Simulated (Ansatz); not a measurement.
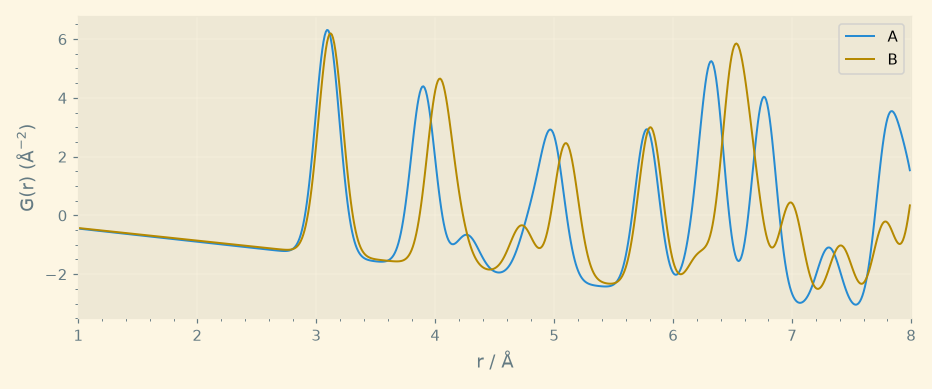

Each curve is a calculated X-ray PDF: distances of the static structure, each pair weighted by the product of the atomic numbers (X-ray weights at Q = 0), broadened by Gaussians with σ = 0.10 Å. Both curves are of Br in space group R-3m, for two cells of different size. A: coordinates from a relaxation with Ansatz 0.2.0, DFT r2SCAN, scalar-relativistic, plane waves, PAW; the starting structure was generated, so it need not be a known form of this composition; B: the end point of a relaxation with DFT PBE, scalar-relativistic, plane waves, PAW in Ansatz; the starting structure was generated, so it need not be a known form of this composition.

Q: How does the volume of B compare with that of A?

A: Cell B is larger: the volume of B is 4.4 % above that of A (28.06 and 29.29 Å³ per atom), a mean linear change of 1.4 %. The shortest distance is 3.093 Å in A and 3.109 Å in B.

Q: Give both cells.

A: Cell A: a = 3.902 Å, b = 3.902 Å, c = 19.156 Å, α = 90.00°, β = 90.00°, γ = 120.00°
Cell B: a = 4.033 Å, b = 4.033 Å, c = 18.713 Å, α = 90.00°, β = 90.00°, γ = 120.00°
